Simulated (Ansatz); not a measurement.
## In15GaP16 (charge +1): geometry relaxation (part 3 of 3)

In15GaP16 (defect cell, 32 atoms in the cell, total charge +1); DFT PBE, scalar-relativistic, plane waves, PAW, spin-polarised (Ansatz 0.2.0); cutoff 420 eV, 4×4×4 k-mesh, Gaussian smearing of 0.02 eV, collinear spins. The structure derives from a Materials Project entry. It belongs to a series of runs on one base structure; here: Ga on a In site (a), charge +1, atoms relaxed at the host's cell.

### Output, continued
```
--- Relaxed structure (2 steps of the walk, 2 accepted, 0 SCFs on fresh bases) ---
  F+E_penalty+E_count = -99855.58916118 eV   max|allowed force component| = 1.877e-2 eV/Å
  atoms:
    - { symbol: Ga, position: [0.49999999999999994, 0.49999999999999994, -9.664478020692868e-21] }
    - { symbol: In, position: [0.49999999999999994, 0.7478738787340822, 0.7526103756253681] }
    - { symbol: In, position: [0.49999999999999994, -2.5582441819480138e-21, 0.49999999999999994] }
    - { symbol: In, position: [0.7478738787340822, 0.2526103756253682, 0.0] }
    - { symbol: In, position: [0.4999999999999999, 0.25261037562536826, 0.2478738787340821] }
    - { symbol: In, position: [0.7478738787340822, 0.49999999999999994, 0.7526103756253681] }
    - { symbol: In, position: [0.7473896243746316, 0.7473896243746316, 0.4952635031087138] }
    - { symbol: In, position: [-1.9897454748485716e-21, -2.5582441819481172e-21, -9.664478020692904e-21] }
    - { symbol: In, position: [0.7473896243746316, -0.0047364968912861904, 0.2473896243746317] }
    - { symbol: In, position: [0.004736496891286107, 0.2521261212659178, 0.7521261212659176] }
    - { symbol: In, position: [-1.9897454748485336e-21, 0.49999999999999994, 0.49999999999999994] }
    - { symbol: In, position: [0.2526103756253682, 0.7478738787340822, 0.0] }
    - { symbol: In, position: [-0.0047364968912861904, 0.7473896243746316, 0.2473896243746317] }
    - { symbol: In, position: [0.2521261212659178, 0.004736496891286107, 0.7521261212659176] }
    - { symbol: In, position: [0.25212612126591777, 0.25212612126591777, 0.5047364968912861] }
    - { symbol: In, position: [0.25261037562536826, 0.4999999999999999, 0.2478738787340821] }
    - { symbol: P, position: [0.2640292884103406, 0.49999999999999994, 0.0] }
    - { symbol: P, position: [0.250418758886298, 0.7523446743793027, 0.7504187588862979] }
    - { symbol: P, position: [0.24765532562069711, -0.0019259154930048455, 0.4980740845069951] }
    - { symbol: P, position: [0.49999999999999994, 0.2640292884103406, 0.0] }
    - { symbol: P, position: [0.250418758886298, 0.250418758886298, 0.2523446743793028] }
    - { symbol: P, position: [0.5, 0.5, 0.7640292884103407] }
    - { symbol: P, position: [0.5, 0.749581241113702, 0.5019259154930047] }
    - { symbol: P, position: [0.749581241113702, 0.001925915493004915, 0.0] }
    - { symbol: P, position: [0.4999999999999999, 0.0019259154930048455, 0.24958124111370195] }
    - { symbol: P, position: [0.7523446743793027, 0.250418758886298, 0.7504187588862979] }
    - { symbol: P, position: [0.749581241113702, 0.5, 0.5019259154930047] }
    - { symbol: P, position: [0.001925915493004915, 0.749581241113702, 0.0] }
    - { symbol: P, position: [0.7359707115896592, 0.7359707115896592, 0.2359707115896593] }
    - { symbol: P, position: [-0.001925915493004915, -0.001925915493004915, 0.747655325620697] }
    - { symbol: P, position: [-0.0019259154930048455, 0.24765532562069711, 0.4980740845069951] }
    - { symbol: P, position: [0.0019259154930048455, 0.4999999999999999, 0.24958124111370195] }
--- Löwdin populations: 32 sites ---
  site symbol       q [e]    m [muB]
     0     Ga     12.9079    -0.0000
     1     In     12.6755    -0.0000
     2     In     12.6719    -0.0000
     3     In     12.6755    -0.0000
     4     In     12.6755    -0.0000
     5     In     12.6755    -0.0000
     6     In     12.6755    -0.0000
     7     In     12.6719    -0.0000
     8     In     12.6755    -0.0000
     9     In     12.6755    -0.0000
    10     In     12.6719    -0.0000
    11     In     12.6755    -0.0000
    12     In     12.6755    -0.0000
    13     In     12.6755    -0.0000
    14     In     12.6755    -0.0000
    15     In     12.6755    -0.0000
    16      P      5.1632     0.0000
    17      P      5.2206     0.0000
    18      P      5.2206     0.0000
    19      P      5.1632     0.0000
    20      P      5.2206     0.0000
    21      P      5.1632     0.0000
    22      P      5.2206     0.0000
    23      P      5.2206     0.0000
    24      P      5.2206     0.0000
    25      P      5.2206     0.0000
    26      P      5.2206     0.0000
    27      P      5.2206     0.0000
    28      P      5.1632     0.0000
    29      P      5.2206     0.0000
    30      P      5.2206     0.0000
    31      P      5.2206     0.0000
  spilling = 0.002336 (of n_electrons = 287.000000)
```

### File populations.tsv
```
# site	symbol	l	j	q_up	q_dn
# orbitals = lowdin
# n_electrons = 287.000000
# spilling = 0.002336
0	Ga	0_4S	-	0.560190	0.560190
0	Ga	1_4P	-	0.899769	0.899770
0	Ga	2_3D	-	4.993991	4.993991
1	In	0_5S	-	0.530806	0.530806
1	In	1_5P	-	0.816176	0.816176
1	In	2_4D	-	4.990745	4.990745
2	In	0_5S	-	0.530697	0.530698
2	In	1_5P	-	0.814475	0.814475
2	In	2_4D	-	4.990775	4.990775
3	In	0_5S	-	0.530806	0.530806
3	In	1_5P	-	0.816176	0.816176
3	In	2_4D	-	4.990745	4.990745
4	In	0_5S	-	0.530806	0.530806
4	In	1_5P	-	0.816176	0.816176
4	In	2_4D	-	4.990745	4.990745
5	In	0_5S	-	0.530806	0.530806
5	In	1_5P	-	0.816176	0.816176
5	In	2_4D	-	4.990745	4.990745
6	In	0_5S	-	0.530806	0.530806
6	In	1_5P	-	0.816176	0.816176
6	In	2_4D	-	4.990745	4.990745
7	In	0_5S	-	0.530697	0.530698
7	In	1_5P	-	0.814475	0.814475
7	In	2_4D	-	4.990775	4.990775
8	In	0_5S	-	0.530806	0.530806
8	In	1_5P	-	0.816176	0.816176
8	In	2_4D	-	4.990745	4.990745
9	In	0_5S	-	0.530806	0.530806
9	In	1_5P	-	0.816176	0.816176
9	In	2_4D	-	4.990745	4.990745
10	In	0_5S	-	0.530697	0.530698
10	In	1_5P	-	0.814475	0.814475
10	In	2_4D	-	4.990775	4.990775
11	In	0_5S	-	0.530806	0.530806
11	In	1_5P	-	0.816176	0.816176
11	In	2_4D	-	4.990745	4.990745
12	In	0_5S	-	0.530806	0.530806
12	In	1_5P	-	0.816176	0.816176
12	In	2_4D	-	4.990745	4.990745
13	In	0_5S	-	0.530806	0.530806
13	In	1_5P	-	0.816176	0.816176
13	In	2_4D	-	4.990745	4.990745
14	In	0_5S	-	0.530806	0.530806
14	In	1_5P	-	0.816176	0.816176
14	In	2_4D	-	4.990745	4.990745
15	In	0_5S	-	0.530806	0.530806
15	In	1_5P	-	0.816176	0.816176
15	In	2_4D	-	4.990745	4.990745
16	P	0_3S	-	0.717528	0.717528
16	P	1_3P	-	1.864062	1.864061
17	P	0_3S	-	0.721994	0.721994
17	P	1_3P	-	1.888328	1.888325
18	P	0_3S	-	0.721994	0.721994
18	P	1_3P	-	1.888328	1.888325
19	P	0_3S	-	0.717528	0.717528
19	P	1_3P	-	1.864062	1.864061
20	P	0_3S	-	0.721994	0.721994
20	P	1_3P	-	1.888328	1.888325
21	P	0_3S	-	0.717528	0.717528
21	P	1_3P	-	1.864062	1.864061
22	P	0_3S	-	0.721994	0.721994
22	P	1_3P	-	1.888328	1.888325
23	P	0_3S	-	0.721994	0.721994
23	P	1_3P	-	1.888328	1.888325
24	P	0_3S	-	0.721994	0.721994
24	P	1_3P	-	1.888328	1.888325
25	P	0_3S	-	0.721994	0.721994
25	P	1_3P	-	1.888328	1.888325
26	P	0_3S	-	0.721994	0.721994
26	P	1_3P	-	1.888328	1.888325
27	P	0_3S	-	0.721994	0.721994
27	P	1_3P	-	1.888328	1.888325
28	P	0_3S	-	0.717528	0.717528
28	P	1_3P	-	1.864062	1.864061
29	P	0_3S	-	0.721994	0.721994
29	P	1_3P	-	1.888328	1.888325
30	P	0_3S	-	0.721994	0.721994
30	P	1_3P	-	1.888328	1.888325
31	P	0_3S	-	0.721994	0.721994
31	P	1_3P	-	1.888328	1.888325
```

### Trajectory as extended XYZ (Å, eV, eV/Å), 2 frames, from step=1 to step=2
```
32
Lattice="-5.9598 5.9598 5.9598 5.9598 -5.9598 5.9598 5.9598 5.9598 -5.9598" Properties=species:S:1:pos:R:3:forces:R:3 step=1 energy=-99855.58827
Ga    0.0000    0.0000    5.9598    0.0000   0.0000   0.0000
In    5.9660    3.0067    2.9531   -0.0337   0.0065  -0.0065
In    0.0000    5.9598    0.0000    0.0000   0.0000   0.0000
In   -2.9531    2.9531    5.9660    0.0065  -0.0065  -0.0337
In    0.0062    2.9531    3.0067   -0.0337  -0.0065   0.0065
In    3.0067    5.9660    2.9531    0.0065  -0.0337  -0.0065
In    2.9531    2.9531    5.9536   -0.0065  -0.0065   0.0337
In    0.0000    0.0000    0.0000    0.0000   0.0000   0.0000
In   -3.0067    5.9536    2.9531   -0.0065   0.0337  -0.0065
In    5.9536    3.0067   -2.9531    0.0337   0.0065   0.0065
In    5.9598    0.0000    0.0000    0.0000   0.0000   0.0000
In    2.9531   -2.9531    5.9660   -0.0065   0.0065  -0.0337
In    5.9536   -3.0067    2.9531    0.0337  -0.0065  -0.0065
In    3.0067    5.9536   -2.9531    0.0065   0.0337   0.0065
In    3.0067    3.0067   -0.0062    0.0065   0.0065   0.0337
In    2.9531    0.0062    3.0067   -0.0065  -0.0337   0.0065
P     1.4068   -1.4068    4.5530    0.0028  -0.0028  -0.0028
P     7.4642    1.4849    1.5045   -0.0011  -0.0360  -0.0011
P     1.4849    4.4553   -1.5045   -0.0360   0.0011   0.0011
P    -1.4068    1.4068    4.5530   -0.0028   0.0028  -0.0028
P     1.5045    1.5045    1.4849   -0.0011  -0.0011  -0.0360
P     4.5530    4.5530    1.4068   -0.0028  -0.0028   0.0028
P     4.4749    1.5045    4.4553    0.0360  -0.0011   0.0011
P    -4.4553    4.4553    4.4749   -0.0011   0.0011   0.0360
P    -1.4849    4.4553    1.5045    0.0360   0.0011  -0.0011
P     1.4849    7.4642    1.5045   -0.0360  -0.0011  -0.0011
P     1.5045    4.4749    4.4553   -0.0011   0.0360   0.0011
P     4.4553   -4.4553    4.4749    0.0011  -0.0011   0.0360
P     1.4068    1.4068    7.3665    0.0028   0.0028   0.0028
P     4.4553    4.4553   -4.4749    0.0011   0.0011  -0.0360
P     4.4553    1.4849   -1.5045    0.0011  -0.0360   0.0011
P     4.4553   -1.4849    1.5045    0.0011   0.0360  -0.0011
32
Lattice="-5.9598 5.9598 5.9598 5.9598 -5.9598 5.9598 5.9598 5.9598 -5.9598" Properties=species:S:1:pos:R:3:forces:R:3 step=2 energy=-99855.58916
Ga    0.0000    0.0000    5.9598    0.0000   0.0000   0.0000
In    5.9627    3.0081    2.9517    0.0100  -0.0051   0.0051
In    0.0000    5.9598    0.0000    0.0000   0.0000   0.0000
In   -2.9517    2.9517    5.9627   -0.0051   0.0051   0.0100
In    0.0029    2.9517    3.0081    0.0100   0.0051  -0.0051
In    3.0081    5.9627    2.9517   -0.0051   0.0100   0.0051
In    2.9517    2.9517    5.9569    0.0051   0.0051  -0.0100
In    0.0000    0.0000    0.0000    0.0000   0.0000   0.0000
In   -3.0081    5.9569    2.9517    0.0051  -0.0100   0.0051
In    5.9569    3.0081   -2.9517   -0.0100  -0.0051  -0.0051
In    5.9598    0.0000    0.0000    0.0000   0.0000   0.0000
In    2.9517   -2.9517    5.9627    0.0051  -0.0051   0.0100
In    5.9569   -3.0081    2.9517   -0.0100   0.0051   0.0051
In    3.0081    5.9569   -2.9517   -0.0051  -0.0100  -0.0051
In    3.0081    3.0081   -0.0029   -0.0051  -0.0051  -0.0100
In    2.9517    0.0029    3.0081    0.0051   0.0100  -0.0051
P     1.4063   -1.4063    4.5535   -0.0028   0.0028   0.0028
P     7.4637    1.4810    1.5039    0.0025   0.0188   0.0025
P     1.4810    4.4559   -1.5039    0.0188  -0.0025  -0.0025
P    -1.4063    1.4063    4.5535    0.0028  -0.0028   0.0028
P     1.5039    1.5039    1.4810    0.0025   0.0025   0.0188
P     4.5535    4.5535    1.4063    0.0028   0.0028  -0.0028
P     4.4788    1.5039    4.4559   -0.0188   0.0025  -0.0025
P    -4.4559    4.4559    4.4788    0.0025  -0.0025  -0.0188
P    -1.4810    4.4559    1.5039   -0.0188  -0.0025   0.0025
P     1.4810    7.4637    1.5039    0.0188   0.0025   0.0025
P     1.5039    4.4788    4.4559    0.0025  -0.0188  -0.0025
P     4.4559   -4.4559    4.4788   -0.0025   0.0025  -0.0188
P     1.4063    1.4063    7.3661   -0.0028  -0.0028  -0.0028
P     4.4559    4.4559   -4.4788   -0.0025  -0.0025   0.0188
P     4.4559    1.4810   -1.5039   -0.0025   0.0188  -0.0025
P     4.4559   -1.4810    1.5039   -0.0025  -0.0188   0.0025
```

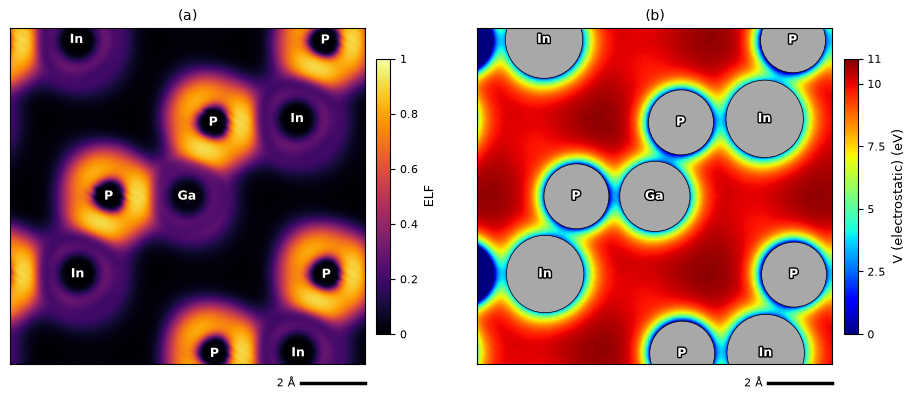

Figure 1. (a) ELF; (b) electrostatic potential energy of an electron on the (011̄) plane of the calculation cell. Grey discs, where drawn, cover atomic cores. Atoms in the plane: Ga, In and P. Ga–P (2.44 Å): the ELF peaks at about 0.90 between the atoms, which marks a covalent bond. In–P (2.59 Å): the ELF is about 0.55 at the midpoint. Outside the cores the potential energy rises away from the atoms and is highest about 2.6 Å from the nearest atoms; outside the discs it spans about 10 eV, and its zero is arbitrary. In a PAW calculation such maps are meaningful between the atoms, not at the nuclei.

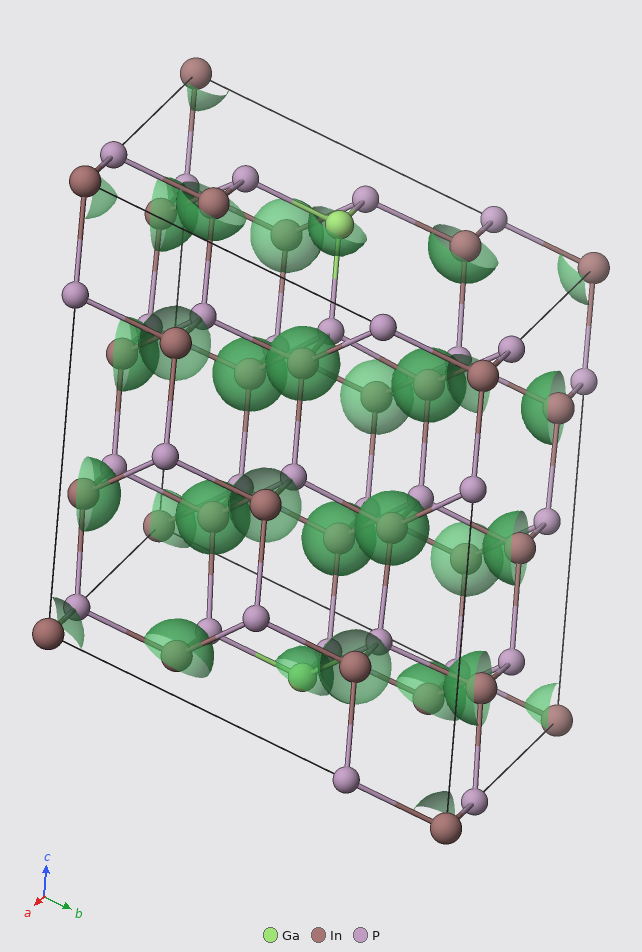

Figure 2. Isosurface of the valence electron density at 1 e/Å³ (green), seen slightly off an axis. Sticks mark near contacts. The outline is the calculation cell. At this value the density breaks into separate islands; it holds about 45 % of the electrons treated as valence (semicore included). It is pinched off along the Ga–P (2.44 Å) and In–P (2.58 Å) contacts. On the grid the lowest density along these lines, outside the cores, is 0.45 e/Å³ (Ga–P, 2.44 Å) and 0.42 e/Å³ (In–P, 2.58 Å).
